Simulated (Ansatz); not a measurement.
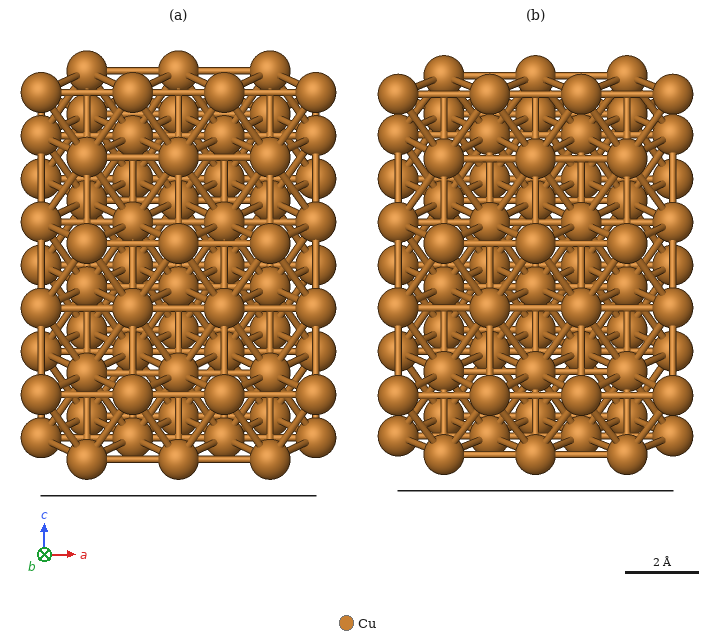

Left: a (2 2 1) slab of Cu as cut from the relaxed bulk. Right: the same structure after one change, at the same scale. A ball-and-stick model of the 3 × 1 repeat of the cell, outlined in the plane, without the vacuum, seen along the b axis.

These are results of DFT PBEsol, scalar-relativistic, plane waves, PAW in Ansatz 0.2.0, not measurements. Settings: plane-wave cutoff 420 eV; occupations gaussian; smearing width 0.1 eV; no spin polarisation. The k-mesh is chosen for each cell (14×5×56, 14×5×1).

The atoms of the slab are relaxed at the bulk's in-plane cell.

How do the computed properties respond?

Answer. The surface energy (mean of the two faces) falls from 1.88 to 1.85 J/m². The top spacing, between the Cu and Cu planes, goes from 0.59 to 0.51 Å (−13.9 %), the bottom one (Cu to Cu) from 0.59 to 0.51 Å (−13.9 %). The lattice vectors keep their values. The largest moves relative to the layer's centre, 0.14 Å, are those of Cu atoms. Near-neighbour distances before and after: Cu–Cu 2.520 → 2.419 to 2.568 Å.
